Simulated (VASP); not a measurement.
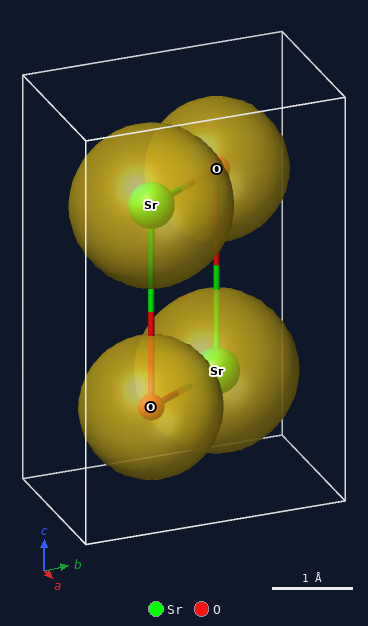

Figure 1: SrO. Isosurface of the valence pseudo-density at 0.5 e/Å³ (yellow), seen slightly off an axis. Sticks mark near contacts.

Space group P6₃/mmc; a generated structure, not necessarily the stable one.

Level of theory: Kohn-Sham DFT of a periodic cell, PBE, VASP PAW PBE potentials, recommended (VASP).

In a PAW calculation such maps are meaningful between the atoms, not at the nuclei.

```xyz
4
Lattice="4.2700 0.0000 0.0000 -2.1350 3.6980 0.0000 0.0000 0.0000 5.1445" Properties=species:S:1:pos:R:3 pbc="T T T"
Sr    0.0000    2.4653    1.2861
Sr    2.1350    1.2326    3.8583
O     2.1350    1.2326    1.2861
O     0.0000    2.4653    3.8583
```

What does this surface tell about the bonding?

Answer. At this value the density breaks into separate islands; it holds about 75 % of the electrons treated as valence. It bridges none of the near contacts. It is pinched off along the shortest Sr–O (2.47 Å) and Sr–O (2.57 Å) contacts. On the grid the lowest density along these lines, outside the cores, is 0.28 e/Å³ (Sr–O, 2.47 Å) and 0.23 e/Å³ (Sr–O, 2.57 Å).

Does the calculation make it a metal, or give it a gap?

Answer. It is gapped, with a Kohn–Sham gap of 2.6 eV on the k-point mesh (the band edges may lie off the mesh, which would make the gap smaller).
